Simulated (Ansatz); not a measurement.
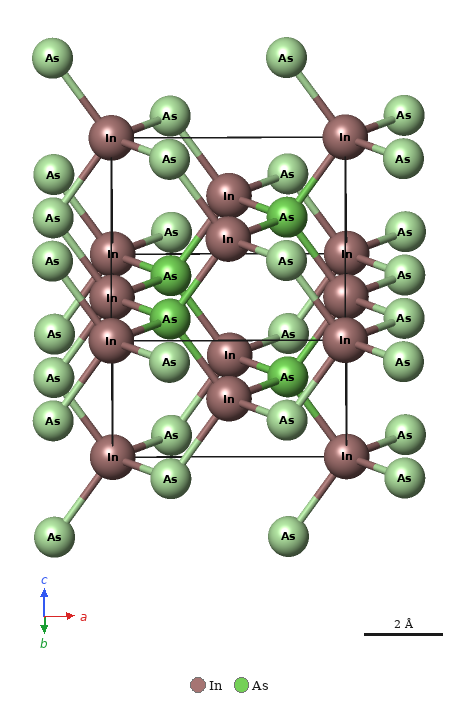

Figure 1. The structure as given in the input (ball-and-stick view of the cell 4 times as large as that of the calculation, set on its symmetry axes, seen at an oblique angle; neighbours outside the cell are drawn fainter). An atom can appear more than once, as a periodic image. Near neighbours in the periodic cell (some may lie outside the picture): In has 4 As at 2.62 Å; As has 4 In at 2.62 Å.

## Geometry relaxation, with input and output: InAs

InAs (F-43m, 2 atoms in the cell), computed with DFT PBEsol, scalar-relativistic, plane waves, PAW, no spin polarisation (Ansatz 0.2.0).

The structure derives from an entry of the Crystallography Open Database.

Input:
```yaml
crystal:
  lattice:
    - [0.0, 3.024, 3.024]
    - [3.024, 0.0, 3.024]
    - [3.024, 3.024, 0.0]
  atoms:
    - { symbol: In, position: [0.0, 0.0, 0.0] }
    - { symbol: As, position: [0.75, 0.75, 0.75] }
basis:
  ecutwfc: 420
kpoints:
  mp_grid: { grid: [12, 12, 12] }
hamiltonian:
  xc: pbesol
scf:
  occupations: { method: gaussian, width: 0.1 }
output:
  forces: true
  stress: true
  eigenvalues: true
relax:
  adjacent_minimum: "off"
  f_tol: 0.005
  max_steps: 80
  cell: { stress_tol: 0.05 }
```

Launched with:
```bash
ansatz run input.yaml --threads 2 --pin off --max-ram 5120MiB --backend cpu --events-out ev --progress --plain --runs-dir out
```

Log:
```
Engine: ansatz 0.2.0, x86_64-unknown-linux-gnu
Pseudopotentials: kind: paw
Pseudopotential: In, paw, valence charge 13, recommended cutoff 420 eV (normal), In.paw.azcp
Pseudopotential: As, paw, valence charge 15, recommended cutoff 420 eV (normal), As.paw.azcp
Functional definition: PBEsol
  exchange = pbesol_x
  correlation = pbesol_c
Crystal: 2 atoms, lattice volume = 55.306 Å³
Basis set: ecut = 420 eV, 1067 PW (Γ), exchange–correlation on 60×60×60 points (8 copies of the dense FFT grid, shifted against one another)
Bands: 18, of which v1, the nominal top of the filled ones, is band 14 counted from 1 (13 counted from 0)
Symmetry: 24 space group operations
Space group: F-43m (ITA 216), of the structure as read, at distance tolerance 3.8e-5 Å
k-points: 72 of 1728 (time reversal used)
Non-local potential: In, projectors of the file, l = 0: 2, l = 1: 2, l = 2: 2, l = 3: 2
Non-local potential: As, projectors of the file, l = 0: 2, l = 1: 2, l = 2: 3, l = 3: 1
PAW form: soft (Blöchl's): semilocal exchange-correlation on the pseudo side does not see the compensation charge
PAW frozen core: In, regenerated for the run's functional, and the local potential with it (the file was generated under x = pbe(κ = 0.804, μ = 0.2195149727645171), c = pbe(β = 0.06672455060314922))
PAW frozen core: As, regenerated for the run's functional, and the local potential with it (the file was generated under x = pbe(κ = 0.804, μ = 0.2195149727645171), c = pbe(β = 0.06672455060314922))
PAW one-centre angular grid: In, 590 points (default); XC on 64 Gauss nodes
PAW one-centre angular grid: As, 590 points (default); XC on 64 Gauss nodes
Initial density: superposition of atomic densities (neutral atoms: chi_scale 0, normalization atom), corrected by the library's trained network
Initial wavefunctions: pseudopotential atomic-orbital guess
Functional: x = pbesol(κ = 0.804, μ = 0.12345679012345678), c = pbesol(β = 0.046)
SCF iter   1: F=—  HF=-10338.832257 eV  |F-HF|=—  |Δ(HF+E_count)|=         —  Δρ=4.46e-3  dr2=1.87e-2  ethr=1.77e-3  ⟨swp⟩=5.6  Hψ=6296  notcnv=0
preconditioner: auto → none  [insulator: Δε(μ)=0.747 eV  Ē_g=14.625 eV  σ=0.100 eV  W_gap=0.79  n_scr=14 (ndim 8)  ℏωp=21.2 eV  f_vac=0.107  D(μ)=0.03/eV (n_scr^D=0)  ε∞_Penn≈3.1]
SCF iter   2: F=—  HF=-10338.825012 eV  |F-HF|=—  |Δ(HF+E_count)|=   7.25e-3  Δρ=1.46e-3  dr2=9.94e-4  ethr=6.69e-5  ⟨swp⟩=2.0  Hψ=2428  notcnv=0
SCF iter   3: F=—  HF=-10338.824854 eV  |F-HF|=—  |Δ(HF+E_count)|=   1.58e-4  Δρ=4.88e-4  dr2=1.37e-4  ethr=3.55e-6  ⟨swp⟩=2.0  Hψ=2305  notcnv=0
SCF iter   4: F=—  HF=-10338.824883 eV  |F-HF|=—  |Δ(HF+E_count)|=   2.94e-5  Δρ=2.04e-4  dr2=1.44e-5  ethr=4.90e-7  ⟨swp⟩=2.0  Hψ=1559  notcnv=0
SCF iter   5: F=—  HF=-10338.824895 eV  |F-HF|=—  |Δ(HF+E_count)|=   1.13e-5  Δρ=1.52e-5  dr2=8.36e-8  ethr=5.13e-8  ⟨swp⟩=2.0  Hψ=1533  notcnv=0
SCF iter   6: F=-10338.824895 eV  HF=-10338.824895 eV  |F-HF|=6.26e-10  |Δ(HF+E_count)|=   4.76e-8  Δρ=2.84e-6  dr2=3.17e-9  ethr=2.99e-10  ⟨swp⟩=3.0  Hψ=4704  notcnv=0
SCF 1 converged in 6 iterations: F = -10338.824895 eV  dr2 = 3.17e-9
  greatest PAW one-centre occupation: 0.999 electrons in one spin orbital (limit 2), on the As atom at site 1 (counted from 0), in its partial waves of l = 2
relax step   1: F+E_penalty+E_count = -10338.82489473 eV  Δ(F+E_penalty+E_count) = +0.000e0 eV  max|allowed force component| = 1.318e-16 eV/Å  Δτ_max = 0.0000 Å  P = +1.124 GPa  Ω = 55.306 Å³  (6 SCF iters, dr2 threshold 1.00e-7 eV, accepted)
Crystal: 2 atoms, lattice volume = 56.751 Å³
Initial density: handed on by an earlier stage of this run
Initial wavefunctions: those handed on with the density
iter 1 solved again at ethr=2.09e-6 eV; its pass at ethr=3.10e-3 eV (dr2=5.84e-4 eV) is discarded
SCF iter   1: F=—  HF=-10338.827982 eV  |F-HF|=—  |Δ(HF+E_count)|=         —  Δρ=8.33e-4  dr2=5.78e-4  ethr=2.09e-6  ⟨swp⟩=2.2  Hψ=8389  notcnv=0
preconditioner: auto → none  [insulator: Δε(μ)=0.692 eV  Ē_g=14.535 eV  σ=0.100 eV  W_gap=0.81  n_scr=14 (ndim 8)  ℏωp=20.9 eV  f_vac=0.103  D(μ)=0.03/eV (n_scr^D=0)  ε∞_Penn≈3.1]
SCF iter   2: F=—  HF=-10338.827906 eV  |F-HF|=—  |Δ(HF+E_count)|=   7.62e-5  Δρ=3.70e-4  dr2=7.08e-5  ethr=2.06e-6  ⟨swp⟩=2.0  Hψ=1562  notcnv=0
SCF iter   3: F=—  HF=-10338.827915 eV  |F-HF|=—  |Δ(HF+E_count)|=   8.40e-6  Δρ=1.32e-4  dr2=1.18e-5  ethr=2.53e-7  ⟨swp⟩=2.0  Hψ=2301  notcnv=0
SCF iter   4: F=—  HF=-10338.827916 eV  |F-HF|=—  |Δ(HF+E_count)|=   1.63e-6  Δρ=2.81e-5  dr2=2.99e-7  ethr=4.23e-8  ⟨swp⟩=3.0  Hψ=2305  notcnv=0
SCF iter   5: F=-10338.827916 eV  HF=-10338.827916 eV  |F-HF|=1.32e-8  |Δ(HF+E_count)|=   2.71e-7  Δρ=5.78e-6  dr2=1.25e-8  ethr=7.14e-10  ⟨swp⟩=5.1  Hψ=5383  notcnv=0
SCF 2 converged in 5 iterations: F = -10338.827916 eV  dr2 = 1.25e-8
relax step   2: F+E_penalty+E_count = -10338.82791644 eV  Δ(F+E_penalty+E_count) = -3.022e-3 eV  max|allowed force component| = 3.730e-17 eV/Å  Δτ_max = 0.0000 Å  P = -0.357 GPa  Ω = 56.751 Å³  energy of the carried Pulay correction = -2.754e-4 eV  (5 SCF iters, dr2 threshold 2.00e-7 eV, accepted)
Crystal: 2 atoms, lattice volume = 56.396 Å³
iter 1 solved again at ethr=1.47e-7 eV; its pass at ethr=3.10e-3 eV (dr2=4.11e-5 eV) is discarded
SCF iter   1: F=—  HF=-10338.828400 eV  |F-HF|=—  |Δ(HF+E_count)|=         —  Δρ=2.02e-4  dr2=3.30e-5  ethr=1.47e-7  ⟨swp⟩=2.8  Hψ=7229  notcnv=0
preconditioner: auto → none  [insulator: Δε(μ)=0.713 eV  Ē_g=14.560 eV  σ=0.100 eV  W_gap=0.80  n_scr=14 (ndim 8)  ℏωp=21.0 eV  f_vac=0.092  D(μ)=0.03/eV (n_scr^D=0)  ε∞_Penn≈3.1]
SCF iter   2: F=—  HF=-10338.828395 eV  |F-HF|=—  |Δ(HF+E_count)|=   5.53e-6  Δρ=8.86e-5  dr2=3.97e-6  ethr=1.18e-7  ⟨swp⟩=2.0  Hψ=1561  notcnv=0
SCF iter   3: F=—  HF=-10338.828395 eV  |F-HF|=—  |Δ(HF+E_count)|=   2.19e-7  Δρ=3.10e-5  dr2=6.55e-7  ethr=1.42e-8  ⟨swp⟩=2.0  Hψ=2302  notcnv=0
SCF iter   4: F=-10338.828395 eV  HF=-10338.828395 eV  |F-HF|=1.15e-8  |Δ(HF+E_count)|=   2.88e-8  Δρ=6.94e-6  dr2=1.76e-8  ethr=7.14e-10  ⟨swp⟩=5.3  Hψ=5767  notcnv=0
SCF 3 converged in 4 iterations: F = -10338.828395 eV  dr2 = 1.76e-8
relax step   3: F+E_penalty+E_count = -10338.82839479 eV  Δ(F+E_penalty+E_count) = -4.783e-4 eV  max|allowed force component| = 4.568e-17 eV/Å  Δτ_max = 0.0000 Å  P = -0.013 GPa  Ω = 56.396 Å³  energy of the carried Pulay correction = -2.084e-4 eV  (4 SCF iters, dr2 threshold 2.00e-7 eV, accepted)
Initial wavefunctions: pseudopotential atomic-orbital guess (no wavefunctions were taken with the density)
iter 1 solved again at ethr=4.04e-7 eV; its pass at ethr=3.10e-3 eV (dr2=1.13e-4 eV) is discarded
SCF iter   1: F=—  HF=-10338.828606 eV  |F-HF|=—  |Δ(HF+E_count)|=         —  Δρ=2.92e-5  dr2=8.17e-8  ethr=4.04e-7  ⟨swp⟩=2.0  Hψ=9129  notcnv=0
eigensolver tolerance schedule: the retry pair's looser diagonalisation over-reported the residual by 1384.30 of it (diagonalisation noise at 0.22 of the residual, at the tolerance the schedule requests for it); recorded, not acted on — ethr = c·dr2/N_el stays at c = 1.0e-1
preconditioner: auto → none  [insulator: Δε(μ)=0.712 eV  Ē_g=14.560 eV  σ=0.100 eV  W_gap=0.80  n_scr=14 (ndim 8)  ℏωp=21.0 eV  f_vac=0.092  D(μ)=0.03/eV (n_scr^D=0)  ε∞_Penn≈3.1]
SCF iter   2: F=—  HF=-10338.828606 eV  |F-HF|=—  |Δ(HF+E_count)|=   3.13e-7  Δρ=1.33e-5  dr2=2.03e-8  ethr=2.92e-10  ⟨swp⟩=2.0  Hψ=2309  notcnv=0
SCF iter   3: F=—  HF=-10338.828606 eV  |F-HF|=—  |Δ(HF+E_count)|=   2.30e-7  Δρ=4.18e-6  dr2=1.63e-9  ethr=7.25e-11  ⟨swp⟩=2.0  Hψ=1585  notcnv=0
SCF iter   4: F=—  HF=-10338.828606 eV  |F-HF|=—  |Δ(HF+E_count)|=   2.32e-8  Δρ=4.14e-7  dr2=5.04e-11  ethr=5.82e-12  ⟨swp⟩=2.0  Hψ=2301  notcnv=0
SCF iter   5: F=-10338.828606 eV  HF=-10338.828606 eV  |F-HF|=1.09e-11  |Δ(HF+E_count)|=  1.13e-10  Δρ=1.71e-7  dr2=1.71e-11  ethr=1.00e-12  ⟨swp⟩=6.0  Hψ=5774  notcnv=0
SCF 4 converged in 5 iterations: F = -10338.828606 eV  dr2 = 1.71e-11
relax step   4: F+E_penalty+E_count = -10338.82860595 eV  Δ(F+E_penalty+E_count) = -2.112e-4 eV  max|allowed force component| = 1.821e-17 eV/Å  Δτ_max = 0.0000 Å  P = -0.013 GPa  Ω = 56.396 Å³  stress off target by 1.31e-2 GPa  SCF on the basis re-selected at this cell (its energy is not comparable with the rows above)  (5 SCF iters)
```

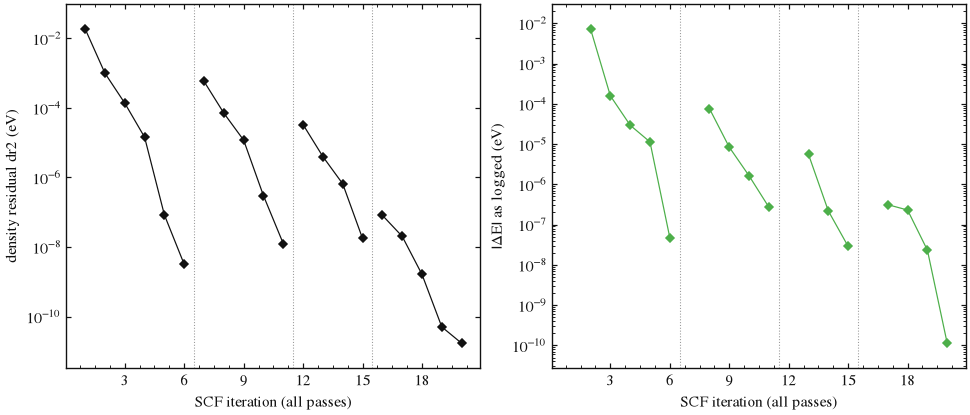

Figure 2. Convergence of the self-consistent field: density residual dr2 and size of the energy change against the SCF iteration. The dotted lines part the SCF passes of the relaxation: geometry steps, rejected trials and re-solves on a re-selected basis. The passes take 6, 5, 4 and 5 iterations.

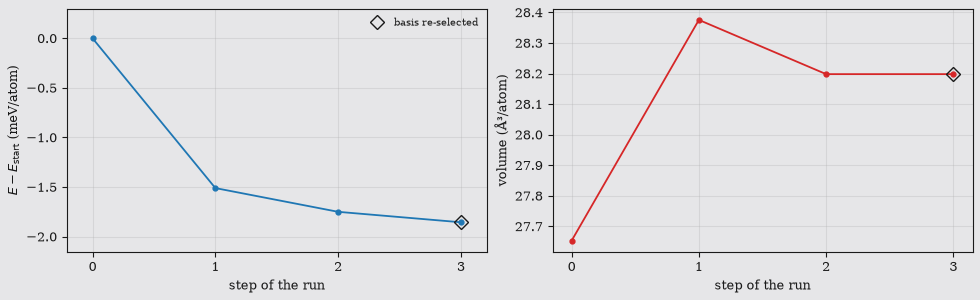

Figure 3. Progress of the relaxation, step by step (the first geometry is step 0 here and step 1 in the log).

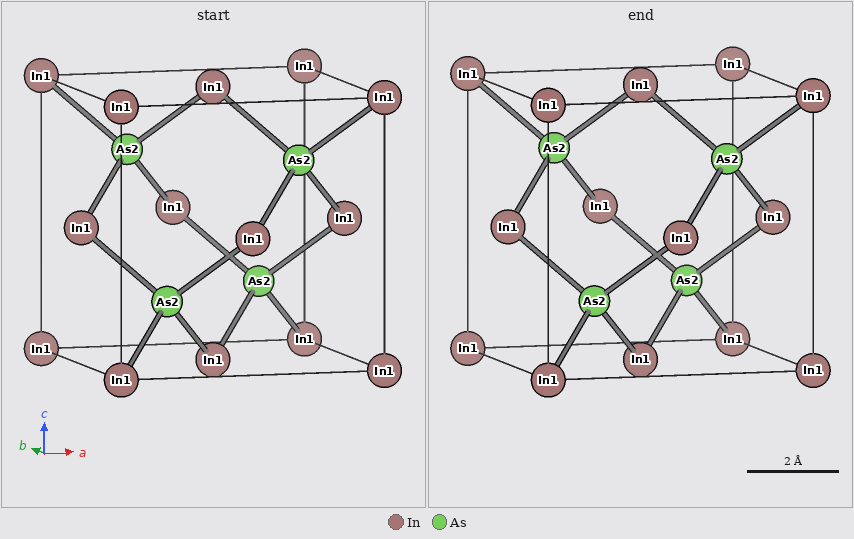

Figure 4. Before (left) and after (right) the relaxation, at one scale (ball-and-stick view of the cell 4 times as large as that of the calculation, set on its symmetry axes, seen slightly off an axis). Over 2 geometry steps the energy falls by 1.8 meV per atom. All forces vanish by symmetry, so only the cell relaxes. Pressure: 1.12 GPa at the start and −0.01 GPa at the end. The atoms keep their places relative to the cell (all moves are under 0.005 Å). Cell: a = b = c 6.048 → 6.087 Å (+0.7 %). Volume +2.0 %. Distances before and after: In1–As2 2.619 → 2.636 Å. The space group stays F-43m (No. 216). A last SCF at the same geometry on a re-selected plane-wave basis shifts the energy by −0.1 meV per atom. (Atoms are counted from 1 in the order of the input.)

```
basis re-selected at this cell: Δ(F+E_penalty+E_count) = -2.112e-4 eV, ΔP = -0.000 GPa vs the last step (what re-selecting the basis moved, of the pressure what is left beyond the Pulay correction that the steps carried, after the strain that the cell walked since its last selection, with what the two solves' SCF thresholds leave and, on support functions, any second-order correction that the steps lacked; it is no measure of the basis error at this ecutwfc). This SCF's stress stands 1.31e-2 GPa from its target on what of the cell is left free (relax.cell.stress_tol is 5.00e-2 GPa) and its largest allowed force component is 1.82e-17 eV/Å (relax.f_tol is 5.00e-3 eV/Å): within both
SCF converged after 5 iterations
Free energy (F): -10338.828606 eV
Harris-Foulkes:  -10338.828606 eV  (|F-HF|=1.09e-11)
Internal energy: -10338.828453 eV  (E = F + TS)
E sigma→0 (E₀):  -10338.828529 eV
Entropy (-TS):   -0.000153 eV (-0.077 meV/atom)
Fermi energy:    7.503878 eV
--- Per-component energies (eV) ---
  E_band       = -322.080776
  E_kinetic    = 346.683059
  E_local      = -3304.525329  (includes V_loc(G=0)·N_el)
  E_nonlocal   = -299.780792
  E_hartree    = 1593.502360
  E_xc         = -291.826017
  E_vxc        = -178.738840  (∫ρ·V_xc dr)
  E_paw        = -5877.655730  (= ΣΔE_a)
  E_vpaw       = -72.723626  (= ΣTr[D̂ρ^β])
  E_aug_tail   = 0.000034  (compensation charges beyond the density's cutoff)
  E_ewald      = -2506.428369
  E_core_change = 1.202331  (= ΣΔE_core)
  E_smearing   = -0.000153  (= −TS)
  E_closure    = -0.000000  (closes the sum)
  Σ components = -10338.828606   (vs F -10338.828606, Δ=0.00e0)
--- Forces (eV/Å), atoms counted from 1 ---
  atom   1  In    -0.00000000     0.00000000     0.00000000
  atom   2  As     0.00000000     0.00000000    -0.00000000
  max |Σ_I F_I| component: 2.83e-17 eV/Å
--- Stress (GPa, compression-positive) ---
       -0.013059      -0.000000      -0.000000
       -0.000000      -0.013059       0.000000
        0.000000       0.000000      -0.013059
  P = ⅓ Tr σ = -0.0131 GPa (-0.131 kbar)
--- Band table (eV; the first three rows and the last of 72) ---
  k-point 0: bands = ["-27.5493", "-27.5493", "-27.5493", "-27.5419", "-27.5419", "-6.8534", "-6.8534", "-6.8534", "-6.7331", "-6.7331", "-4.3213", "7.0544", "7.4433", "7.4433", "7.4433", "11.3026", "11.3026", "11.3026"]
  k-point 1: bands = ["-27.5494", "-27.5493", "-27.5493", "-27.5419", "-27.5419", "-6.8623", "-6.8508", "-6.8508", "-6.7332", "-6.7332", "-4.2507", "6.0998", "7.3541", "7.3541", "8.1552", "11.3167", "11.4351", "11.4351"]
  k-point 2: bands = ["-27.5494", "-27.5493", "-27.5493", "-27.5419", "-27.5419", "-6.8857", "-6.8441", "-6.8441", "-6.7331", "-6.7331", "-4.0469", "4.9037", "7.1372", "7.1372", "8.5696", "11.6559", "11.7384", "11.7384"]
  k-point 71: bands = ["-27.5493", "-27.5493", "-27.5489", "-27.5419", "-27.5416", "-7.0065", "-6.8060", "-6.7828", "-6.7480", "-6.7255", "-2.3311", "1.7953", "4.5448", "4.6283", "11.5409", "11.6507", "12.3187", "13.4203"]
--- Relaxed structure (3 steps of the walk, 3 accepted, 1 SCFs on fresh bases) ---
  F+E_penalty+E_count = -10338.82860595 eV   max|allowed force component| = 1.821e-17 eV/Å   (the final SCF, on the basis selected at the relaxed cell)
  cell:  # Å, volume = 56.3962 Å³
    - [-7.388289447698603e-34, 3.0437329616024393, 3.0437329616024393]
    - [3.0437329616024393, 3.3629455417110884e-33, 3.0437329616024393]
    - [3.0437329616024393, 3.0437329616024393, 5.222756333717979e-33]
  atoms:
    - { symbol: In, position: [7.6425791443937924e-34, -5.9442282234173945e-34, -9.76551779561429e-34] }
    - { symbol: As, position: [0.7499999999999999, 0.7499999999999999, 0.7499999999999999] }
```

Trajectory as extended XYZ (Å, eV, eV/Å), 4 frames, from step=1 to step=4:
```
2
Lattice="0.0000 3.0240 3.0240 3.0240 0.0000 3.0240 3.0240 3.0240 0.0000" Properties=species:S:1:pos:R:3:forces:R:3 step=1 energy=-10338.82489 pressure_GPa=1.12
In    0.0000    0.0000    0.0000    0.0000   0.0000   0.0000
As    4.5360    4.5360    4.5360    0.0000   0.0000   0.0000
2
Lattice="0.0000 3.0501 3.0501 3.0501 0.0000 3.0501 3.0501 3.0501 0.0000" Properties=species:S:1:pos:R:3:forces:R:3 step=2 energy=-10338.82792 pressure_GPa=-0.36
In    0.0000    0.0000    0.0000    0.0000   0.0000   0.0000
As    4.5752    4.5752    4.5752    0.0000   0.0000   0.0000
2
Lattice="0.0000 3.0437 3.0437 3.0437 0.0000 3.0437 3.0437 3.0437 0.0000" Properties=species:S:1:pos:R:3:forces:R:3 step=3 energy=-10338.82840 pressure_GPa=-0.01
In    0.0000    0.0000    0.0000    0.0000   0.0000   0.0000
As    4.5656    4.5656    4.5656    0.0000   0.0000   0.0000
2
Lattice="0.0000 3.0437 3.0437 3.0437 0.0000 3.0437 3.0437 3.0437 0.0000" Properties=species:S:1:pos:R:3:forces:R:3 step=4 energy=-10338.82861 pressure_GPa=-0.01
In    0.0000    0.0000    0.0000    0.0000   0.0000   0.0000
As    4.5656    4.5656    4.5656    0.0000   0.0000   0.0000
```

Key numbers:

- outcome: converged
- space group (tolerance 0.01 Å): F-43m (216)
- electrons treated: 28
- free energy: −10338.8286 eV
- Fermi energy: 7.504 eV
- gap on the k-point mesh: none (metallic)
- pressure: −0.01 GPa
- final volume: 56.40 Å³
- largest force (length of the vector) at the end: under 0.001 eV/Å
- final cell: a = 4.304 Å, b = 4.304 Å, c = 4.304 Å, α = 60.00°, β = 60.00°, γ = 60.00°
- hardware: 2 threads of Oxide Virtual Turin-like (Zen 5), 32 GiB of memory available, shared host
- wall time: 9.1 s (CPU time 17 s)
- peak memory: 0.45 GiB
